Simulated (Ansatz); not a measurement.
Tc

Input file:

```
crystal:
  lattice:
    - [2.7948001738, 0.0, 0.0]
    - [-1.3974000869, 2.4203679491, 0.0]
    - [0.0, 0.0, 4.398]
  atoms:
    - { symbol: Tc, position: [0.3333333333, 0.6666666667, 0.25] }
    - { symbol: Tc, position: [0.6666666667, 0.3333333333, 0.75] }
kpoints:
  mp_grid: { grid: [17, 17, 9] }
scf:
  occupations: { method: fermi_dirac, width: 0.08 }
hamiltonian:
  xc: lda
  pseudopotentials: { kind: paw }
output:
  forces: true
  stress: true
  eigenvalues: true
  efg: { contact_densities: true }
  write_density: true
  write_potential: true
  elf: true
  volumetric_format: npy
```

Command:

```sh
ansatz run input.yaml --threads 1 --pin off --max-ram 3072MiB --backend cpu --events-out ev --progress --plain --runs-dir out
```

Below, planes, directions and counts refer to the conventional cell (a = 2.79 Å, b = 2.79 Å, c = 4.40 Å, α = 90.00°, β = 90.00°, γ = 120.00°).

Space group P6₃/mmc; changed on purpose from its base cell (equal xx and yy strain of +2 %, PAW files); computed pressure about −22 GPa in this cell; computed without spin polarisation.

Level of theory: DFT, LDA, PAW with Ansatz's default frozen-core files, scalar-relativistic (Ansatz).

> What will maps of the valence pseudo-density and electron localisation function show?

Tc–Tc (2.79 Å): the density is about 0.34 e/Å³ at the midpoint; the ELF is about 0.30 at the midpoint (no shared electron pair shows on this line).

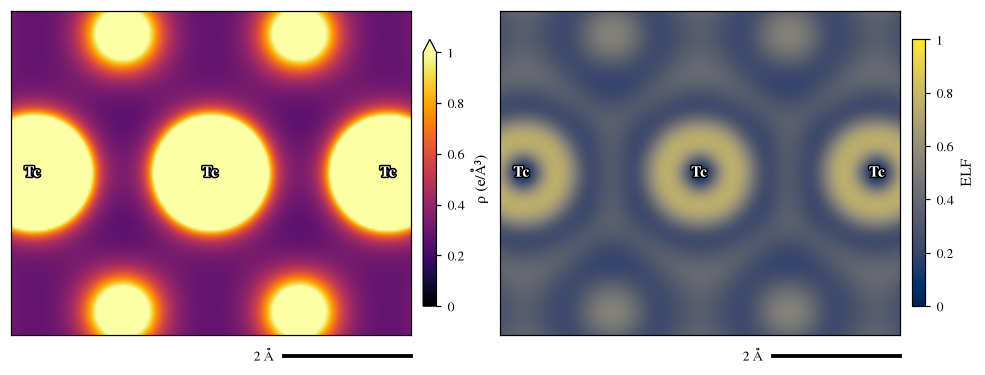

Computed valence pseudo-density and electron localisation function on the (100) plane of the conventional cell, in this order. Atoms just off the plane (Tc, 0.8 Å away) can leave unmarked features too.
